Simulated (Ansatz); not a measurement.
The coordinates of a crystal:

```
CELL_PARAMETERS angstrom
3.11286 0.00000 0.00000
-1.55643 2.69582 0.00000
0.00000 0.00000 4.86984
ATOMIC_POSITIONS crystal
Ta 0.66667 0.33333 0.74529
Ta 0.33333 0.66667 0.25471
N 0.00000 0.00000 0.00000
```

Summarise the structure in words.

The formula is Ta$_{2}$N. Space group: P-3m1 (No. 164). Lattice: primitive hexagonal. The cell has 3 atoms, namely 2 Ta, 1 N. Counting contacts within bonding distance, the coordination numbers are Ta 15 and N 6.

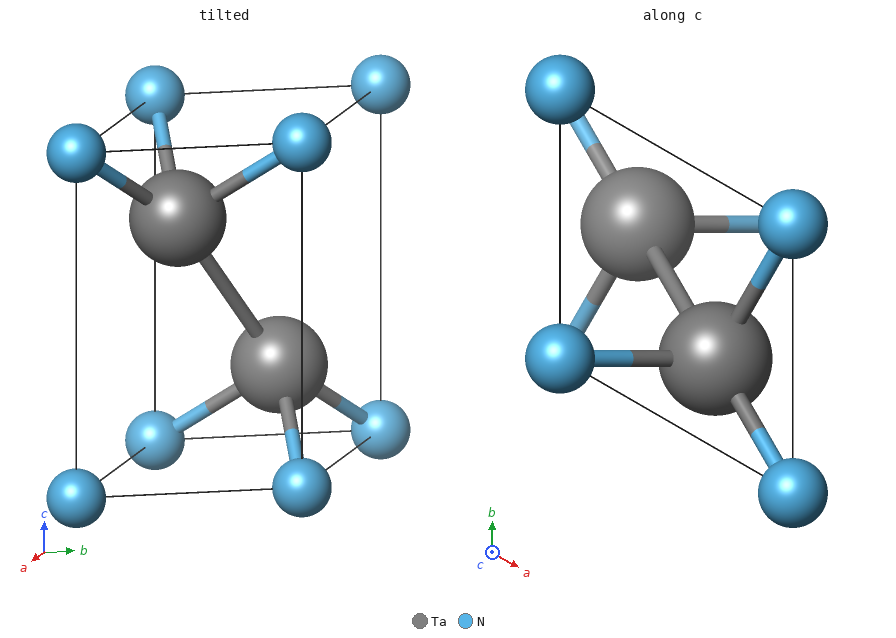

View slightly off an axis and along the c axis, drawn as a ball-and-stick model. Lines trace the edges of the conventional unit cell.

The model was built from a structure listed in the Materials Project. Earlier steps of the study may have refined or changed the cell and positions. It was set up as input for a calculation with Ansatz.
